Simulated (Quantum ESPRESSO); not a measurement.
# 2H-MoS2, 1 layer, stepped through biaxial strain, part 4 of 6

Aim: how the results for 2H-MoS2, 1 layer change with biaxial strain.

Quantum ESPRESSO 7.5; plane-wave DFT, PBE, GBRV ultrasoft pseudopotentials.

So far. Step 2 (Relaxing cell and ions of the reference):  The last row is no step: it is a fresh SCF in the final cell with a new plane-wave basis, -0 meV from the row before. Step 3 (Relaxation with pw.x, -4 %): The relaxation lowers the energy by 13 meV an atom.

### 6. Band structure, -4 %

Bands along a path place the edges.

m0.bands.in

```
&control
  prefix = 'm0.bands'
  outdir = './out'
  pseudo_dir = './pseudo'
  calculation = 'bands'
/
&system
  ibrav = 0
  nat = 3
  ntyp = 2
  ecutwfc = 40
  ecutrho = 200
  occupations = 'smearing'
  smearing = 'fd'
  degauss = 0.002
  nbnd = 19
/
&electrons
  conv_thr = 1e-07
  mixing_beta = 0.4
  electron_maxstep = 120
  mixing_mode = 'plain'
/
ATOMIC_SPECIES
  S   32.0600  s_pbe_v1.4.uspp.F.UPF
  Mo  95.9500  mo_pbe_v1.uspp.F.UPF
CELL_PARAMETERS angstrom
  3.05571195648000 0.00000000000000 0.00000000000000
  -1.52785597824000 2.64632418048000 0.00000000000000
  0.00000000000000 0.00000000000000 18.26259773800000
ATOMIC_POSITIONS crystal
  S   0.333333333300 0.666666666700 0.412007689200
  Mo  0.000000000000 0.000000000000 0.500000000000
  S   0.333333333300 0.666666666700 0.587992310800
K_POINTS crystal_b
4
  0.0000000000 0.0000000000 0.0000000000 12
  0.5000000000 0.0000000000 0.0000000000 12
  0.3333333333 0.3333333333 0.0000000000 12
  0.0000000000 0.0000000000 0.0000000000 1
```

Started as:

```console
cp -r out/m0.scf.save out/m0.bands.save
cp out/m0.scf.xml out/m0.bands.xml
OMP_NUM_THREADS=1 mpirun -n 4 pw.x -nk 4 -in m0.bands.in > m0.bands.out
```

Log:

```text
[banner, memory and clock lines left out]
Program PWSCF v.7.5 starts

          URL

     Atomic positions and unit cell read from directory:
     ./out/m0.bands.save/

     Message from routine setup:
     using ibrav=0 with symmetry is DISCOURAGED, use correct ibrav instead

     G-vector sticks info

     bravais-lattice index     =            0
     lattice parameter (alat)  =       5.7745  a.u.
     unit-cell volume          =     996.5856 (a.u.)^3
     number of atoms/cell      =            3
     number of atomic types    =            2
     number of electrons       =        26.00
     number of Kohn-Sham states=           19
     kinetic-energy cutoff     =      40.0000  Ry
     charge density cutoff     =     200.0000  Ry
     Exchange-correlation= SLA  PW   PBE  PBE
                           (   1   4   3   4   0   0   0)

     celldm(1)=   5.774459  celldm(2)=   0.000000  celldm(3)=   0.000000
     celldm(4)=   0.000000  celldm(5)=   0.000000  celldm(6)=   0.000000

     crystal axes: (cart. coord. in units of alat)
               a(1) = (   1.000000   0.000000   0.000000 )
               a(2) = (  -0.500000   0.866025   0.000000 )
               a(3) = (   0.000000   0.000000   5.976544 )

     reciprocal axes: (cart. coord. in units 2 pi/alat)
               b(1) = (  1.000000  0.577350 -0.000000 )
               b(2) = (  0.000000  1.154701  0.000000 )
               b(3) = (  0.000000 -0.000000  0.167321 )

     PseudoPot. # 1 for S  read from file:
     ./pseudo/s_pbe_v1.4.uspp.F.UPF
     Pseudo is Ultrasoft + core correction, Zval =  6.0
     Generated by new atomic code, or converted to UPF format
     Using radial grid of  907 points,  6 beta functions with:
                l(1) =   0
                l(2) =   0
                l(3) =   1
                l(4) =   1
                l(5) =   2
                l(6) =   2
     Q(r) pseudized with  8 coefficients,  rinner =    1.300   1.300   1.300
                                                       1.300   1.300

     PseudoPot. # 2 for Mo read from file:
     ./pseudo/mo_pbe_v1.uspp.F.UPF
     Pseudo is Ultrasoft + core correction, Zval = 14.0
     Generated by new atomic code, or converted to UPF format
     Using radial grid of  889 points,  6 beta functions with:
                l(1) =   0
                l(2) =   0
                l(3) =   1
                l(4) =   1
                l(5) =   2
                l(6) =   2
     Q(r) pseudized with  6 coefficients,  rinner =    1.000   1.000   1.000
                                                       1.000   1.000

     atomic species   valence    mass     pseudopotential
     S                 6.00    32.06000     S ( 1.00)
     Mo               14.00    95.95000     Mo( 1.00)

     12 Sym. Ops. (no inversion) found

   Cartesian axes

     site n.     atom                  positions (alat units)
         1        S      tau(   1) = (  -0.0000000   0.5773503   2.4623822  )
         2        Mo     tau(   2) = (   0.0000000   0.0000000   2.9882721  )
         3        S      tau(   3) = (  -0.0000000   0.5773503   3.5141621  )

     number of k points=    37  Fermi-Dirac smearing, width (Ry)=  0.0020
                       cart. coord. in units 2pi/alat
        k(    1) = (   0.0000000   0.0000000   0.0000000), wk =   0.0540541
        k(    2) = (   0.0416667   0.0240563   0.0000000), wk =   0.0540541
        k(    3) = (   0.0833333   0.0481125   0.0000000), wk =   0.0540541
        k(    4) = (   0.1250000   0.0721688   0.0000000), wk =   0.0540541
        k(    5) = (   0.1666667   0.0962250   0.0000000), wk =   0.0540541
        k(    6) = (   0.2083333   0.1202813   0.0000000), wk =   0.0540541
        k(    7) = (   0.2500000   0.1443376   0.0000000), wk =   0.0540541
        k(    8) = (   0.2916667   0.1683938   0.0000000), wk =   0.0540541
        k(    9) = (   0.3333333   0.1924501   0.0000000), wk =   0.0540541
        k(   10) = (   0.3750000   0.2165064   0.0000000), wk =   0.0540541
        k(   11) = (   0.4166667   0.2405626   0.0000000), wk =   0.0540541
        k(   12) = (   0.4583333   0.2646189   0.0000000), wk =   0.0540541
        k(   13) = (   0.5000000   0.2886751   0.0000000), wk =   0.0540541
        k(   14) = (   0.4861111   0.3127314   0.0000000), wk =   0.0540541
        k(   15) = (   0.4722222   0.3367877   0.0000000), wk =   0.0540541
        k(   16) = (   0.4583333   0.3608439   0.0000000), wk =   0.0540541
        k(   17) = (   0.4444444   0.3849002   0.0000000), wk =   0.0540541
        k(   18) = (   0.4305556   0.4089564   0.0000000), wk =   0.0540541
        k(   19) = (   0.4166667   0.4330127   0.0000000), wk =   0.0540541
        k(   20) = (   0.4027778   0.4570690   0.0000000), wk =   0.0540541
        k(   21) = (   0.3888889   0.4811252   0.0000000), wk =   0.0540541
        k(   22) = (   0.3750000   0.5051815   0.0000000), wk =   0.0540541
        k(   23) = (   0.3611111   0.5292377   0.0000000), wk =   0.0540541
        k(   24) = (   0.3472222   0.5532940   0.0000000), wk =   0.0540541
        k(   25) = (   0.3333333   0.5773503   0.0000000), wk =   0.0540541
        k(   26) = (   0.3055556   0.5292377   0.0000000), wk =   0.0540541
        k(   27) = (   0.2777778   0.4811252   0.0000000), wk =   0.0540541
        k(   28) = (   0.2500000   0.4330127   0.0000000), wk =   0.0540541
        k(   29) = (   0.2222222   0.3849002   0.0000000), wk =   0.0540541
        k(   30) = (   0.1944444   0.3367877   0.0000000), wk =   0.0540541
        k(   31) = (   0.1666667   0.2886751   0.0000000), wk =   0.0540541
        k(   32) = (   0.1388889   0.2405626   0.0000000), wk =   0.0540541
        k(   33) = (   0.1111111   0.1924501   0.0000000), wk =   0.0540541
        k(   34) = (   0.0833333   0.1443376   0.0000000), wk =   0.0540541
        k(   35) = (   0.0555556   0.0962250   0.0000000), wk =   0.0540541
        k(   36) = (   0.0277778   0.0481125   0.0000000), wk =   0.0540541
        k(   37) = (   0.0000000   0.0000000   0.0000000), wk =   0.0540541

     Dense  grid:    47453 G-vectors     FFT dimensions: (  25,  25, 160)

     Smooth grid:    34081 G-vectors     FFT dimensions: (  24,  24, 144)

     The potential is recalculated from file :
     ./out/m0.bands.save/charge-density

     negative rho (up, down):  2.298E-03 0.000E+00
     Starting wfcs are   21 randomized atomic wfcs

     Band Structure Calculation
     Davidson diagonalization with overlap

     ethr =  3.85E-10,  avg # of iterations = 45.8

     End of band structure calculation

          k = 0.0000 0.0000 0.0000 (  4263 PWs)   bands (ev):

   -60.7414 -34.9594 -34.5830 -34.5830 -14.4173 -13.1705  -5.8966  -2.3050
[...]
3.5198   5.2524   5.5890

          k = 0.1667 0.0962 0.0000 (  4242 PWs)   bands (ev):

   -60.7257 -34.9312 -34.7239 -34.6148 -13.9540 -12.9553  -5.4041  -3.1863
    -3.1076  -1.8320  -1.7500  -1.1095  -0.5892   2.2698   2.8477   2.8765
     3.7354   5.5083   5.8445

          k = 0.2083 0.1203 0.0000 (  4252 PWs)   bands (ev):

   -60.7181 -34.9175 -34.7908 -34.6301 -13.7130 -12.8439  -5.2243  -3.5030
    -3.4477  -1.9994  -1.6023  -1.2850  -0.7410   2.0866   2.7030   2.9813
     3.9430   5.8301   6.1633

          k = 0.2500 0.1443 0.0000 (  4248 PWs)   bands (ev):

   -60.7100 -34.9028 -34.8619 -34.6465 -13.4383 -12.7178  -5.1342  -3.7992
    -3.7442  -2.2406  -1.5000  -1.3588  -0.9319   2.0491   2.5927   3.1684
     4.1231   6.2144   6.5348

          k = 0.2917 0.1684 0.0000 (  4262 PWs)   bands (ev):

   -60.7018 -34.9324 -34.8880 -34.6628 -13.1429 -12.5841  -5.2060  -4.1498
    -3.8709  -2.4604  -1.7118  -1.1240  -1.0850   2.1405   2.5356   3.3938
     4.2666   6.6528   6.9359

          k = 0.3333 0.1925 0.0000 (  4270 PWs)   bands (ev):

   -60.6942 -34.9974 -34.8743 -34.6779 -12.8438 -12.4515  -5.4134  -4.4822
    -3.9403  -2.6497  -1.8935  -1.1238  -0.9198   2.3238   2.5403   3.6130
     4.3724   7.1234   7.3073

          k = 0.3750 0.2165 0.0000 (  4276 PWs)   bands (ev):

   -60.6877 -35.0527 -34.8624 -34.6909 -12.5633 -12.3303  -5.6685  -4.7745
    -4.0252  -2.8024  -2.0336  -1.0347  -0.7621   2.5620   2.5995   3.7899
     4.4450   7.4815   7.5451

          k = 0.4167 0.2406 0.0000 (  4276 PWs)   bands (ev):

   -60.6826 -35.0949 -34.8533 -34.7008 -12.3290 -12.2320  -5.9019  -5.0040
    -4.1244  -2.9141  -2.1307  -0.8782  -0.6555   2.6870   2.8155   3.9067
     4.4906   6.9849   7.6749

          k = 0.4583 0.2646 0.0000 (  4282 PWs)   bands (ev):

   -60.6795 -35.1213 -34.8476 -34.7070 -12.1710 -12.1676  -6.0649  -5.1509
    -4.2022  -2.9822  -2.1870  -0.7401  -0.5961   2.7637   3.0261   3.9669
     4.5153   6.5774   7.7841

          k = 0.5000 0.2887 0.0000 (  4268 PWs)   bands (ev):

   -60.6784 -35.1303 -34.8456 -34.7091 -12.1452 -12.1149  -6.1235  -5.2015
    -4.2311  -3.0050  -2.2054  -0.6861  -0.5773   2.7940   3.1120   3.9845
     4.5230   6.4203   7.8363

          k = 0.4861 0.3127 0.0000 (  4276 PWs)   bands (ev):

   -60.6783 -35.1290 -34.8454 -34.7118 -12.1419 -12.1100  -6.1113  -5.2063
    -4.2250  -3.0212  -2.1981  -0.8266  -0.4834   2.7852   3.1291   4.0105
     4.4697   6.4283   7.9116

          k = 0.4722 0.3368 0.0000 (  4274 PWs)   bands (ev):

   -60.6779 -35.1251 -34.8448 -34.7198 -12.1320 -12.0954  -6.0750  -5.2213
    -4.2071  -3.0645  -2.1799  -1.0556  -0.3889   2.7624   3.1744   4.0864
     4.3248   6.4523   8.1231

          k = 0.4583 0.3608 0.0000 (  4278 PWs)   bands (ev):

   -60.6773 -35.1187 -34.8437 -34.7327 -12.1162 -12.0719  -6.0151  -5.2474
    -4.1786  -3.1223  -2.1595  -1.3304  -0.3226   2.7312   3.2373   4.1202
     4.2074   6.4923   8.4380

          k = 0.4444 0.3849 0.0000 (  4274 PWs)   bands (ev):

   -60.6766 -35.1099 -34.8424 -34.7502 -12.0951 -12.0404  -5.9326  -5.2857
    -4.1420  -3.1808  -2.1452  -1.6399  -0.2756   2.6934   3.3091   3.8902
     4.3628   6.5486   8.8227

          k = 0.4306 0.4090 0.0000 (  4268 PWs)   bands (ev):

   -60.6757 -35.0987 -34.8408 -34.7716 -12.0698 -12.0025  -5.8290  -5.3364
    -4.1004  -3.2285  -2.1431  -1.9725  -0.2377   2.6480   3.3848   3.6578
     4.5429   6.6219   9.1624

          k = 0.4167 0.4330 0.0000 (  4254 PWs)   bands (ev):

   -60.6747 -35.0854 -34.8390 -34.7961 -12.0417 -11.9601  -5.7061  -5.3981
    -4.0584  -3.2575  -2.3152  -2.1565  -0.2002   2.5933   3.4402   3.4612
     4.7344   6.7130   9.2464

          k = 0.4028 0.4571 0.0000 (  4242 PWs)   bands (ev):

   -60.6737 -35.0702 -34.8372 -34.8229 -12.0124 -11.9154  -5.5662  -5.4671
    -4.0226  -3.2643  -2.6538  -2.1867  -0.1570   2.5288   3.2487   3.5366
     4.9240   6.8217   9.0279

          k = 0.3889 0.4811 0.0000 (  4250 PWs)   bands (ev):

   -60.6727 -35.0533 -34.8509 -34.8354 -11.9839 -11.8713  -5.5381  -5.4122
    -4.0033  -3.2493  -2.9698  -2.2326  -0.1055   2.4567   3.0904   3.6088
     5.0984   6.9476   8.7014

          k = 0.3750 0.5052 0.0000 (  4246 PWs)   bands (ev):

   -60.6718 -35.0351 -34.8790 -34.8338 -11.9582 -11.8307  -5.6045  -5.2488
    -4.0194  -3.2357  -3.2165  -2.2904  -0.0479   2.3829   2.9689   3.6750
     5.2455   7.0889   8.3714

          k = 0.3611 0.5292 0.0000 (  4234 PWs)   bands (ev):

   -60.6711 -35.0165 -34.9055 -34.8326 -11.9374 -11.7972  -5.6593  -5.0846
    -4.0947  -3.4147  -3.1739  -2.3520   0.0088   2.3165   2.8852   3.7303
     5.3556   7.2437   8.0660

          k = 0.3472 0.5533 0.0000 (  4238 PWs)   bands (ev):

   -60.6706 -34.9996 -34.9276 -34.8317 -11.9237 -11.7744  -5.6960  -4.9415
    -4.2135  -3.4962  -3.1347  -2.4036   0.0525   2.2695   2.8378   3.7685
     5.4225   7.4088   7.8025

          k = 0.3333 0.5774 0.0000 (  4212 PWs)   bands (ev):

   -60.6705 -34.9914 -34.9377 -34.8314 -11.9187 -11.7660  -5.7093  -4.8763
    -4.2797  -3.5150  -3.1175  -2.4254   0.0698   2.2524   2.8231   3.7827
     5.4445   7.5524   7.6239

          k = 0.3056 0.5292 0.0000 (  4266 PWs)   bands (ev):

   -60.6713 -35.0117 -34.9089 -34.8328 -11.9407 -11.8059  -5.6497  -5.0596
    -4.0538  -3.4724  -3.1934  -2.3272  -0.0072   2.3102   2.8700   3.7213
     5.3673   7.3641   7.9637

          k = 0.2778 0.4811 0.0000 (  4262 PWs)   bands (ev):

   -60.6738 -35.0302 -34.8627 -34.8375 -12.0085 -11.9365  -5.4621  -5.2688
    -3.7287  -3.3520  -3.3320  -2.0914  -0.2021   2.3792   2.9723   3.5660
     5.1811   7.4208   8.3426

          k = 0.2500 0.4330 0.0000 (  4262 PWs)   bands (ev):

   -60.6784 -35.0294 -34.8457 -34.8152 -12.1595 -12.1183  -5.3453  -5.1485
    -3.5932  -3.4942  -2.9958  -1.8071  -0.4183   2.2900   3.0648   3.3913
     4.9628   7.6898   8.4892

          k = 0.2222 0.3849 0.0000 (  4252 PWs)   bands (ev):

   -60.6848 -35.0069 -34.8574 -34.7694 -12.4572 -12.2599  -5.2907  -4.7284
    -3.6107  -3.5663  -2.5676  -1.5240  -0.5814   2.0599   3.0872   3.1938
     4.7727   7.8232   8.1082

          k = 0.1944 0.3368 0.0000 (  4244 PWs)   bands (ev):

   -60.6929 -34.9638 -34.8720 -34.7270 -12.8001 -12.4199  -5.1549  -4.2446
    -3.7051  -3.5270  -2.1442  -1.2739  -0.6881   1.8503   2.9572   3.0208
     4.6174   7.2412   7.5199

          k = 0.1667 0.2887 0.0000 (  4260 PWs)   bands (ev):

   -60.7021 -34.9040 -34.8886 -34.6892 -13.1569 -12.5853  -5.0398  -3.8044
    -3.7739  -3.2924  -1.7888  -1.0795  -0.7747   1.7877   2.7461   2.9050
     4.4503   6.6517   6.9645

          k = 0.1389 0.2406 0.0000 (  4236 PWs)   bands (ev):

   -60.7117 -34.9060 -34.8332 -34.6568 -13.5003 -12.7445  -5.0787  -3.6678
    -3.4986  -2.8129  -1.6352  -0.9536  -0.7794   1.8914   2.6518   2.8002
     4.2296   6.1355   6.4667

          k = 0.1111 0.1925 0.0000 (  4232 PWs)   bands (ev):

   -60.7211 -34.9228 -34.7589 -34.6301 -13.8088 -12.8876  -5.2702  -3.3746
    -3.2135  -2.2629  -1.7463  -0.8987  -0.6511   2.1119   2.7222   2.7553
     3.9548   5.7051   6.0417

          k = 0.0833 0.1443 0.0000 (  4233 PWs)   bands (ev):

   -60.7293 -34.9377 -34.6895 -34.6094 -14.0655 -13.0069  -5.5064  -3.0036
    -2.9008  -1.9533  -1.7700  -0.9093  -0.5323   2.4279   2.7986   2.9032
     3.6589   5.3646   5.7011

          k = 0.0556 0.0962 0.0000 (  4231 PWs)   bands (ev):

   -60.7358 -34.9494 -34.6329 -34.5947 -14.2579 -13.0964  -5.7124  -2.6518
    -2.5818  -2.1399  -1.4014  -0.9741  -0.4796   2.8048   2.9241   3.0942
     3.3916   5.1151   5.4531

          k = 0.0278 0.0481 0.0000 (  4231 PWs)   bands (ev):

   -60.7399 -34.9568 -34.5959 -34.5859 -14.3770 -13.1518  -5.8491  -2.3980
    -2.3152  -2.2626  -1.1847  -1.0656  -0.4680   3.0706   3.1366   3.2047
     3.2278   4.9585   5.3025

          k = 0.0000 0.0000 0.0000 (  4263 PWs)   bands (ev):

   -60.7414 -34.9594 -34.5830 -34.5830 -14.4173 -13.1705  -5.8966  -2.3050
    -2.3050  -2.2026  -1.1151  -1.1151  -0.4678   3.1375   3.1375   3.2749
     3.2749   4.9032   5.2520

     XML data file, pseudopotentials, collected wavefunctions

                                        0.00s GPU  (     444 calls)
```

Wall time 22 s (4 MPI ranks of Intel Xeon at 2.70GHz, shared host); peak memory 0.41 GiB; 86 s of CPU time.

This step gave:

* valence top, on the run's zero: 0.06979 eV

Band numbers count within the set of bands kept for display. The electronic bands at the labelled points (eV, zero at the highest filled level of the SCF mesh; v1 is the highest filled band, c1 the lowest empty one):

```tsv
point	v4	v3	v2	v1	c1	c2	c3	c4
Γ	-2.27	-1.19	-1.19	-0.54	3.07	3.07	3.20	3.20
M	-3.08	-2.28	-0.76	-0.65	2.72	3.04	3.91	4.45
K	-3.59	-3.19	-2.50	0.00	2.18	2.75	3.71	5.37
Γ	-2.27	-1.19	-1.19	-0.54	3.07	3.07	3.20	3.20
```

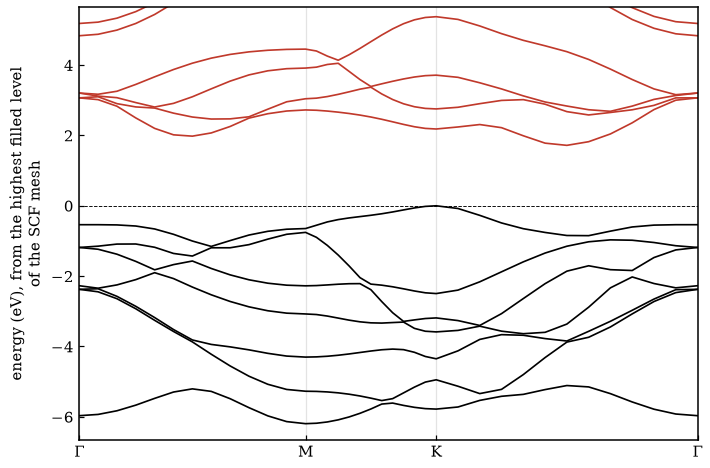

Electronic bands along the path; lines of filled and empty bands in two colours.

Along this path the valence top lies at K and the conduction bottom between K and Γ.

[end of part 4 of 6]

[Logs are printed without paths, hosts, clocks, repeated set-up lines and the standing remarks that a program may print on its own settings, such as how far it seeks lower states.]

[Hosts, paths, dates, database ids (printed as entryN), source tags and the programs' standing remarks are cut or masked in the printed files.]

[Maps of the electrostatic potential energy from Ansatz leave out the sawtooth potential of an applied field or a dipole correction, so their vacuum need not be flat; planar profiles and work functions include it.]
